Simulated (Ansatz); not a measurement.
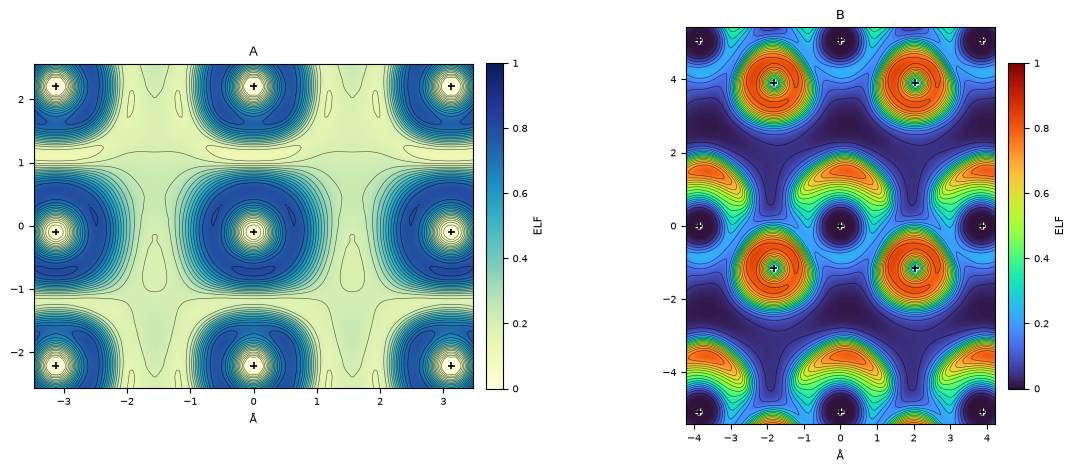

The ELF of 2 systems, each on a plane through atoms (crosses mark nuclei in the plane).

The calculation used Ansatz, DFT PBE, scalar-relativistic, plane waves, PAW.

System 1: SnO, the (010) plane of the conventional cell. Space group P2₁/m; changed on purpose from its base cell (mode 4 frozen in at -0.125 Å, equal normal strain along x and y +0.0000); not relaxed (largest force 0.6 eV/Å); PAW files of the earlier set (soft_1).

```
Sn O
1.0
     3.86716    0.00000    0.00000
     0.00000    3.86716    0.00000
     0.00000    0.00000    5.07193
Sn O
2 2
Cartesian
  2.7754 0.9668 1.1589
  1.0918 2.9004 3.9130
  2.9138 2.9004 0.0000
  0.9533 0.9668 0.0000
```

System 2: TaN, the (100) plane of the conventional cell. Space group I4mm; changed on purpose from its base cell (mode 4 frozen in at -0.090 Å, strain +e along z and -e/2 along x and y +0.0000); not relaxed (largest force 0.7 eV/Å); PAW files of the earlier set (soft_1).

```
Ta N
1.0
     0.00000   -2.20811   -2.20811
     0.00000    2.20811   -2.20811
     4.41622    0.00000    0.00000
Ta N
2 2
Direct
  0.50000 0.50000 0.00158
  0.00000 0.00000 0.50158
  0.50000 0.50000 0.47955
  0.00000 0.00000 0.97955
```

> Which map belongs to which system?

Panel A is system 2, TaN: the plane holds Ta and N. Ta–N (2.11 Å): the ELF peaks at about 0.80 in the valence shell of N, 0.6 Å from its nucleus, and is about 0.20 at the midpoint; no shared electron pair shows on this line. Panel B is system 1, SnO: the plane holds Sn and O. Sn–O (2.16 Å): the ELF peaks at about 0.80 in the valence shell of O, 0.6 Å from its nucleus, and is about 0.25 at the midpoint: no localised pair shows between them.
